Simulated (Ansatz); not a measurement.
Read the following structure.

```
Si W
1.0
     4.12172    0.00000    0.00000
     0.00000    7.93226    0.00000
     0.00000    0.00000    6.60915
Si W
12 6
Direct
  0.50000 0.83640 0.00000
  0.74539 0.91820 0.33333
  0.25461 0.91820 0.66667
  0.00000 0.66360 0.00000
  0.75461 0.58180 0.33333
  0.24539 0.58180 0.66667
  0.00000 0.33640 0.00000
  0.24539 0.41820 0.33333
  0.75461 0.41820 0.66667
  0.50000 0.16360 0.00000
  0.25461 0.08180 0.33333
  0.74539 0.08180 0.66667
  0.75000 0.75000 0.66667
  0.25000 0.75000 0.33333
  0.50000 0.50000 0.00000
  0.25000 0.25000 0.66667
  0.75000 0.25000 0.33333
  0.00000 0.00000 0.00000
```

> Give a crystallographic description of this input.

Its composition is Si2W. The atoms follow space group C222 (No. 21); the Bravais lattice is base-centred orthorhombic. It has 18 atoms to the cell (12 Si, 6 W). Counting atoms within bonding range gives coordination numbers of Si 10 and W 10. Not all metal-metal contacts are counted.

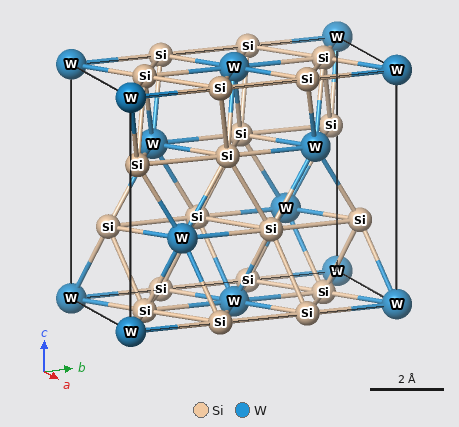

The crystal in a ball-and-stick representation, seen slightly off an axis. The outline marks the conventional unit cell.

Its origin is a structure listed in the Materials Project. The cell was then strained or its atoms displaced on purpose. Ansatz was used for an electronic-structure calculation on it.

At this level of theory the run's own cell isn't at rest (compressed, at 34 GPa), so its distances can differ from those at equilibrium, the more so the softer the solid.
